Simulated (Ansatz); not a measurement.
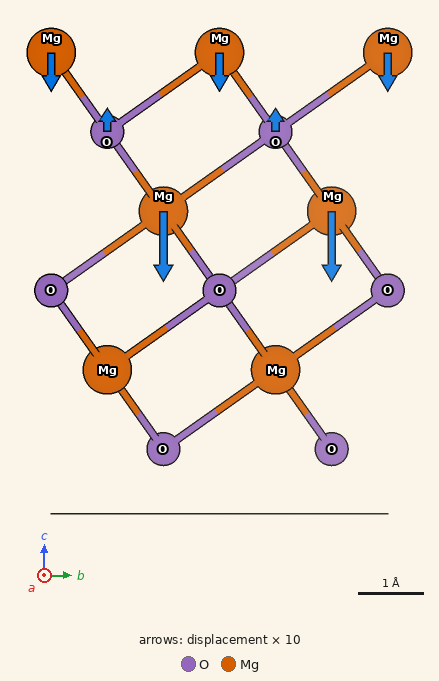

A constrained relaxation of a slab of composition MgO (cut from the Fm-3m phase). The starting structure is drawn; blue arrows show the displacements, 10 times their true length.

The picture is a ball-and-stick view of the cell of the calculation, outlined in the plane, without the vacuum, seen along the a axis.

Case: clean slab, lower planes held. The slab is the (1 1 1) face of MgO. 12 atoms are held fixed.

These are results of DFT PBE, scalar-relativistic, plane waves, PAW in Ansatz 0.2.0, not measurements.

Input file:
```yaml
crystal:
  lattice:
    - [6.0158464379, 0.0, 0.0]
    - [-3.007923219, 5.2098758405, 0.0]
    - [0.0, 0.0, 22.1398975599]
  atoms:
    - { symbol: O, position: [0.1666666667, 0.3333333333, 0.3613386186] }
    - { symbol: O, position: [0.1666666667, 0.8333333333, 0.3613386186] }
    - { symbol: O, position: [0.6666666667, 0.3333333333, 0.3613386186] }
    - { symbol: O, position: [0.6666666667, 0.8333333333, 0.3613386186] }
    - { symbol: Mg, position: [0.3333333333, 0.1666666667, 0.4168031712] }
    - { symbol: Mg, position: [0.3333333333, 0.6666666667, 0.4168031712] }
    - { symbol: Mg, position: [0.8333333333, 0.1666666667, 0.4168031712] }
    - { symbol: Mg, position: [0.8333333333, 0.6666666667, 0.4168031712] }
    - { symbol: O, position: [0.5, 0.5, 0.4722677237] }
    - { symbol: O, position: [0.5, 0.0, 0.4722677237] }
    - { symbol: O, position: [0.0, 0.5, 0.4722677237] }
    - { symbol: O, position: [0.0, 0.0, 0.4722677237] }
    - { symbol: Mg, position: [0.6666666667, 0.3333333333, 0.5277322763] }
    - { symbol: Mg, position: [0.6666666667, 0.8333333333, 0.5277322763] }
    - { symbol: Mg, position: [0.1666666667, 0.3333333333, 0.5277322763] }
    - { symbol: Mg, position: [0.1666666667, 0.8333333333, 0.5277322763] }
    - { symbol: O, position: [0.8333333333, 0.6666666667, 0.5831968288] }
    - { symbol: O, position: [0.8333333333, 0.1666666667, 0.5831968288] }
    - { symbol: O, position: [0.3333333333, 0.6666666667, 0.5831968288] }
    - { symbol: O, position: [0.3333333333, 0.1666666667, 0.5831968288] }
    - { symbol: Mg, position: [0.0, 0.5, 0.6386613814] }
    - { symbol: Mg, position: [0.0, 0.0, 0.6386613814] }
    - { symbol: Mg, position: [0.5, 0.5, 0.6386613814] }
    - { symbol: Mg, position: [0.5, 0.0, 0.6386613814] }
basis:
  ecutwfc: 420
kpoints:
  mp_grid: { grid: [3, 3, 1] }
hamiltonian:
  xc: pbe
scf:
  occupations: { method: gaussian, width: 0.05 }
output:
  forces: true
  eigenvalues: true
relax:
  adjacent_minimum: "off"
  f_tol: 0.03
  max_steps: 70
  constraints: [{ sites: [0, 1, 2, 3, 4, 5, 6, 7, 8, 9, 10, 11] }]
efield:
  axis: 3
  dipole_correction: true
  ramp_width: 0.04
```

Command:
```bash
ansatz run input.yaml --threads 4 --pin off --max-ram 10240MiB --backend cpu --events-out ev --progress --plain --runs-dir out
```

Question: Atoms of which element are displaced furthest, and by how much?

Answer: Magnesium: up to 0.11 Å, against 0.04 Å for oxygen.

Question: What happened in the run?

Answer: The energy falls by 0.407 eV per cell of the calculation in 4 geometry steps. Largest force component: 1.4 eV/Å at the start, 0.002 eV/Å at the end. The largest moves, 0.11 Å, are those of Mg13, Mg14, Mg15 and Mg16. Mg13 goes along the normal (−c). Largest moves by element: Mg 0.11 Å, O 0.04 Å. The cell stays as it was. Among the contacts that change: Mg13–O17 2.127 → 2.216 Å, O10–Mg13 2.127 → 2.065 Å. Bond angles that change, for instance: O10–Mg16–O17 180.0° → 174.4°, Mg13–O20–Mg22 180.0° → 174.6°, O17–Mg16–O19 90.0° → 85.5°. The run took 47 s on 4 threads of Arm Neoverse V1, with other jobs on the host, peak memory 1.3 GiB.
